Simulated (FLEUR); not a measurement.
## Energy of Ag along an even scaling of the cell

System: Ag (Im-3m, 1 atom in the cell).
Method: Kohn-Sham DFT of a periodic cell, LDA, all-electron, no spin polarisation (FLEUR MaX-R8.1 (later development tree)).

The 5 runs differ only in the geometry, by an even scaling of the cell at fixed fractional positions. The structure derives from a Materials Project entry.

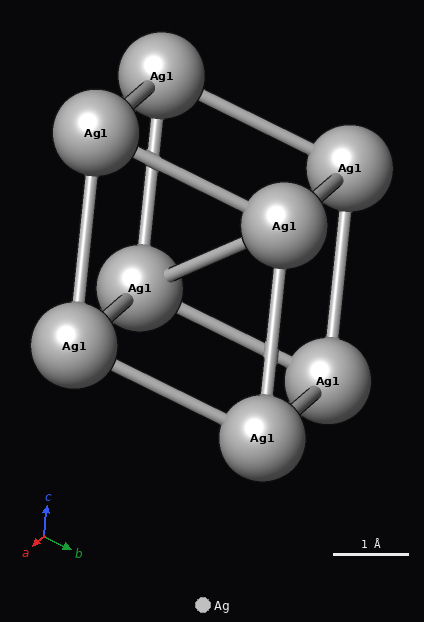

Figure 1. The structure of run 3 (ball-and-stick view of the cell of the calculation, seen slightly off an axis; atoms are numbered from 1 in the order of the input). An atom can appear more than once, as a periodic image.

**Input of run 3**
```
<?xml version="1.0" encoding="UTF-8" standalone="no"?>
<fleurInput fleurInputVersion="0.39">
   <comment>
      Ag                                                                                                  
   </comment>
   <calculationSetup>
      <cutoffs Kmax="4.1" Gmax="12.7" GmaxXC="12.7" numbands="0"/>
      <scfLoop itmax="60" minDistance="0.00001" maxIterBroyd="15" imix="Anderson" alpha="0.05" precondParam="0.0" spinf="2.0" sdNocoIR="T"/>
      <coreElectrons ctail="T" frcor="F" kcrel="0" coretail_lmax="0"/>
      <xcFunctional name="vwn" relativisticCorrections="F"/>
      <magnetism jspins="1"/>
      <soc l_soc="F" theta="0.0" phi="0.0" spav="F"/>
      <expertModes spex="0" secvar="F"/>
      <geometryOptimization l_f="F" forcealpha="1.0" forcemix="BFGS" epsdisp="0.00001" epsforce="0.00001"/>
      <ldaU l_linMix="F" mixParam="0.05" spinf="1.0"/>
   </calculationSetup>
   <cell>
      <bzIntegration valenceElectrons="19.0" mode="hist" fermiSmearingEnergy="0.00183747">
         <kPointListSelection listName="default-1"/>
         <!-- k-points included here -->
         <xi:include xmlns:xi="http://www.w3.org/2001/XInclude" href="kpts.xml"> </xi:include>
      </bzIntegration>
      <!-- symmetry operations included here -->
      <xi:include xmlns:xi="http://www.w3.org/2001/XInclude" href="sym.xml"> </xi:include>
      <bulkLattice scale="1.0000000000">
         <bravaisMatrix>
            <row-1>   -3.1287326170984882     3.1287326170984882     3.1287326170984882</row-1>
            <row-2>    3.1287326170984882    -3.1287326170984882     3.1287326170984882</row-2>
            <row-3>    3.1287326170984882     3.1287326170984882    -3.1287326170984882</row-3>
         </bravaisMatrix>
      </bulkLattice>
   </cell>
   <atomSpecies>
      <species name="Silver (Ag)" element="Ag" atomicNumber="47">
         <mtSphere radius="2.46" gridPoints="829" logIncrement="0.016"/>
         <atomicCutoffs lmax="10" lnonsphr="10"/>
         <electronConfig flipSpins="F">
            <coreConfig>(1s1/2) (2s1/2) (2p1/2) (2p3/2) (3s1/2) (3p1/2) (3p3/2) (3d3/2) (3d5/2)</coreConfig>
            <valenceConfig>(4s1/2) (4p1/2) (4p3/2) (5s1/2) (4d3/2) (4d5/2)</valenceConfig>
            <stateOccupation state="(5s1/2)" spinUp="0.500000" spinDown="0.500000"/>
         </electronConfig>
         <energyParameters s="5" p="5" d="4" f="4"/>
         <lo type="SCLO" l="0" n="4" eDeriv="0"/>
         <lo type="SCLO" l="1" n="4" eDeriv="0"/>
         <lo type="SCLO" l="1" n="4" eDeriv="1"/>
         <lo type="SCLO" l="2" n="4" eDeriv="2"/>
         <lo type="SCLO" l="3" n="4" eDeriv="2"/>
      </species>
   </atomSpecies>
   <atomGroups>
      <atomGroup species="Silver (Ag)">
         <relPos label="                   1">.0000000000 .0000000000 .0000000000</relPos>
         <force calculate="T" relaxXYZ="TTT"/>
      </atomGroup>
   </atomGroups>
   <output dos="F" band="F" slice="F">
      <checks vchk="F" cdinf="F"/>
      <bandDOS minEnergy="-.5*Htr" maxEnergy="0.5*Htr" sigma="0.015" storeEVData="T"/>
      <vacuumDOS vacdos="F" integ="F" star="F" nstars="0" locx1="0.0" locy1="0.0" locx2="0.0" locy2="0.0" nstm="0" tworkf="0.0"/>
      <unfoldingBand unfoldBand="F" supercellX="1" supercellY="1" supercellZ="1"/>
      <plotting iplot="0" polar="F">
         <plot TwoD="T" vec1="  1.0  0.0  0.0" vec2="  0.0  1.0  0.0" vec3="  0.0  0.0  1.0" zero="  0.0  0.0  0.0" file="plot"/>
      </plotting>
      <chargeDensitySlicing numkpt="0" minEigenval="0.0" maxEigenval="0.0" nnne="0" pallst="F"/>
      <specialOutput eonly="F"/>
      <moessbauerParams electricFieldGradient="T" isomerShift="T" coreHyperfine="T" valenceHyperfine="T"/>
      <magneticCircularDichroism mcd="F" energyLo="-10.0" energyUp="0.0"/>
   </output>
  <!-- We include the file relax.xml here to enable relaxations (see documentation) -->
  <xi:include xmlns:xi="http://www.w3.org/2001/XInclude" href="relax.xml"> <xi:fallback/> </xi:include>
</fleurInput>
```

Command:
```bash
inpgen -f crystal.txt -profile fastHighL; fleur_MPI
```

Lattice vectors (Å) and fractional positions of run 3:
```
  -1.655654    1.655654    1.655654
   1.655654   -1.655654    1.655654
   1.655654    1.655654   -1.655654
Ag  0.000000  0.000000  0.000000
```

Run 4 has the same physical settings and fractional positions; its lattice vectors (Å) are:
```
  -1.677441    1.677441    1.677441
   1.677441   -1.677441    1.677441
   1.677441    1.677441   -1.677441
```

**Results, with one run withheld**

```tsv
run	volume per atom (Å³)	free energy per atom, from the lowest run given (meV)
1	17.065	0.00
2	17.428	17.07
3	18.154	63.00
4	18.880	?
5	19.243	153.04
```

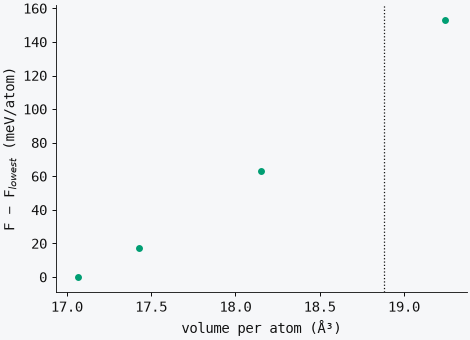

Figure 2. Free energy per atom of the runs given; the dotted line marks run 4.

Fit the runs given and predict run 4.

A quadratic polynomial in V^(−2/3) (the Birch–Murnaghan form), fitted to the 4 runs given, misses them by at most 0.20 meV per atom. With x = V^(−2/3) − 0.14592 Å⁻², it reads F = 48.078 − 12304 x + 5.1842e+05 x² (meV per atom). At run 4 it gives 120.53 meV per atom, and the run itself gives 120.66. The fit has no minimum inside this range.

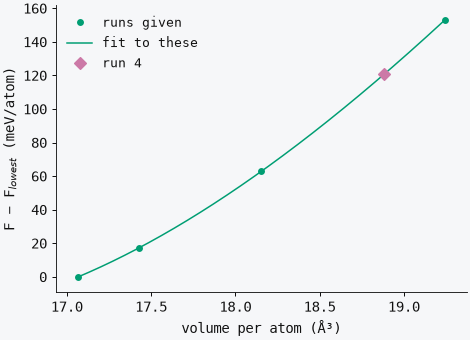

Figure 3. The fit and the withheld run.

**Output (run 4)**
```
Welcome to FLEUR        (www.flapw.de)
      MaX-Release 8.1          (www.max-centre.eu)

 ========== k-point set info ==========
 Selected k-point list: default-1
 k-point list type: mesh
 11 x 11 x 11
 Number of k points: 56

 ------------Calculation Setup---------------------------
 Number of MPI-tasks      :            1
 Number of PE/node        :            1
 Number of OMP-threads    :            1
 Most efficient MPI parallelization for:
           1           2           4           7           8          14          28          56
 Additional eigenvalue parallelization possible
 Number of basis functions:          191
 Approximate size of matrices (H+S) per k-point:         0.001 GB
 --------------------------------------------------------

 Iteration:     1   Distance:      11.14274125 me/bohr^3

 Iteration:     2   Distance:       9.42252206 me/bohr^3

 Iteration:     3   Distance:       3.45481098 me/bohr^3

 Iteration:     4   Distance:       3.99316683 me/bohr^3

 Iteration:     5   Distance:       1.72471525 me/bohr^3

 Iteration:     6   Distance:       0.11442865 me/bohr^3

 Iteration:     7   Distance:       0.19208060 me/bohr^3

 Iteration:     8   Distance:       0.00327342 me/bohr^3

 Iteration:     9   Distance:       0.00358769 me/bohr^3

 Iteration:    10   Distance:       0.00035063 me/bohr^3

 Iteration:    11   Distance:       0.00017328 me/bohr^3

 Iteration:    12   Distance:       0.00000373 me/bohr^3

 ********************************************************************
 Run finished successfully
 Stop message:
   all done
 ********************************************************************
```
